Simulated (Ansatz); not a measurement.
## Electronic structure of Sm in real space

```xyz
2
Lattice="3.6440 0.0000 0.0000 -1.8220 3.1558 0.0000 0.0000 0.0000 5.8760" Properties=species:S:1:pos:R:3 pbc="T T T"
Sm    1.8220    1.0519    4.4070
Sm    0.0000    2.1039    1.4690
```

Space group P6₃/mmc; computed pressure about 3 GPa in this cell; the SCF solution may not be the lowest one; no Hubbard U on the f states and no spin–orbit coupling; the program warned that an open shell was started evenly filled; spin-polarised.

Level of theory: Kohn-Sham DFT of a periodic cell, PBE, Ansatz PAW in Ansatz.

Core electrons are frozen (PAW), and the valence fields are smoothed inside the atomic spheres.

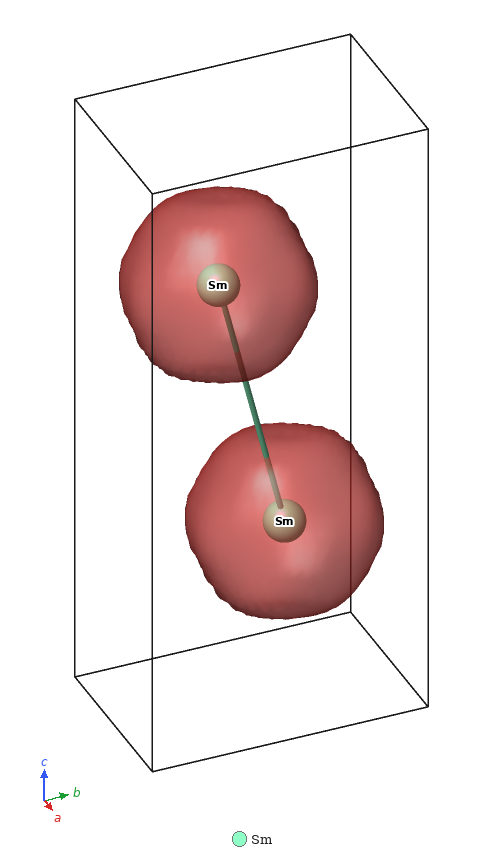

Figure 1. Isosurfaces of the spin density (up minus down) at +0.15 (red) and −0.15 e/Å³ (blue), seen slightly off an axis. Sticks mark near contacts.

> Describe the spin distribution.

The spin density sits on Sm: +6.1 μB (×2) in one cell of 2 atoms: parallel moments (a ferromagnetic arrangement) in this solution. The cell of the calculation (2 atoms) carries 13.0 μB of net spin moment. Only one sign reaches the isovalue.

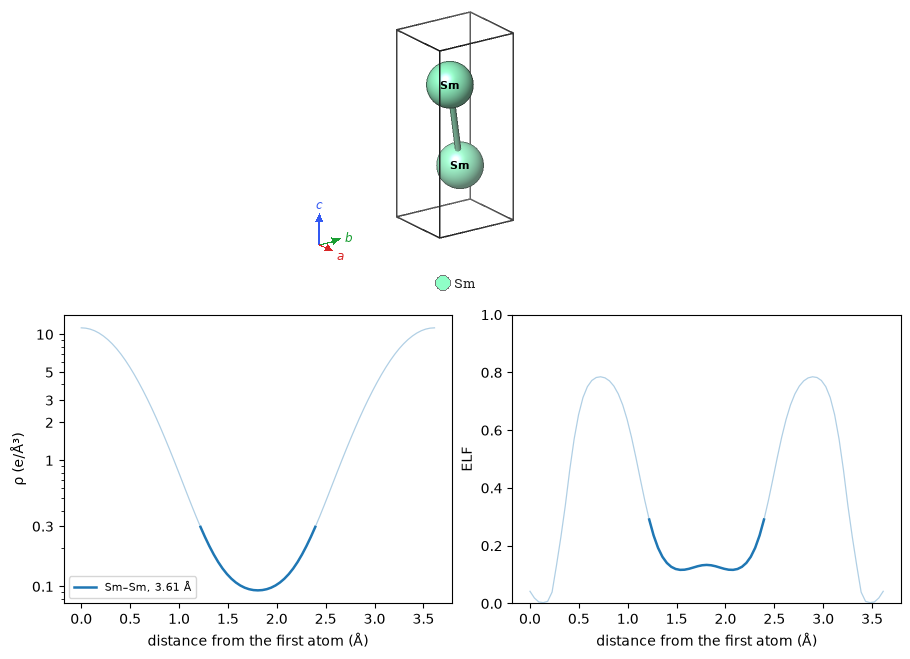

Figure 2. Valence pseudo-density and ELF along straight lines between neighbouring atoms. Thin, pale parts lie inside the atomic spheres. The structure is drawn too.

> What can be read from the curves?

Sm–Sm (3.61 Å): ρ is about 0.09 e/Å³ halfway; the ELF is about 0.15 at the midpoint; no shared electron pair shows on this line.
